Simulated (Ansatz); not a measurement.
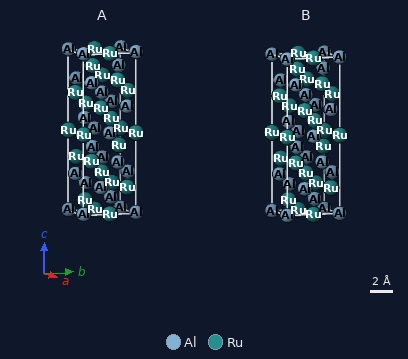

Two geometries of an interface cell of composition AlRu, drawn at one scale. One is the start of a relaxation, the other its converged end. Style: spheres-only. Shown: the cell of the calculation, slightly off an axis.

Method: Ansatz, DFT PBE, scalar-relativistic, plane waves, PAW. (plane-wave cutoff 420 eV; k-point mesh 8 × 8 × 3; occupations gaussian; smearing width 0.1 eV; no spin polarisation; cell relaxed at fixed a, b, alpha, beta, gamma; force threshold 0.02 eV/Å; at most 45 steps)

Q: Which geometry has the lower energy?

A: Structure A is the relaxed one. Case: antiphase boundary on (2 1 1), species swapped. The largest moves relative to the cell, 0.14 Å, are those of Al atoms. By element the largest moves are Al 0.14 Å, Ru 0.06 Å. The volume changes by +2.7 %, with a unchanged at 4.248 Å, b unchanged at 5.203 Å, c 14.717 → 15.114 Å (+2.7 %). Among the contacts that change: Al–Al 2.602 → 2.874 Å, Al–Al 2.602 → 2.757 Å, Al–Al 3.004 → 2.889 Å, Al–Ru 2.602 → 2.683 Å. Over 3 accepted moves (4 points after the start) the energy falls by 0.902 eV per cell of the calculation. The largest force component goes from 1.4 to 0.014 eV/Å. The pressure goes from 2.58 to −2.07 GPa. At 1 point the geometry stayed and the basis and grid were re-selected for the new cell (energy shift of 4.4 meV per cell of the calculation at most each time). Cost: 4.8 min on 4 threads of Intel(R) Xeon(R) Platinum 8488C (Sapphire Rapids), on a shared host, peak memory 2.6 GiB.
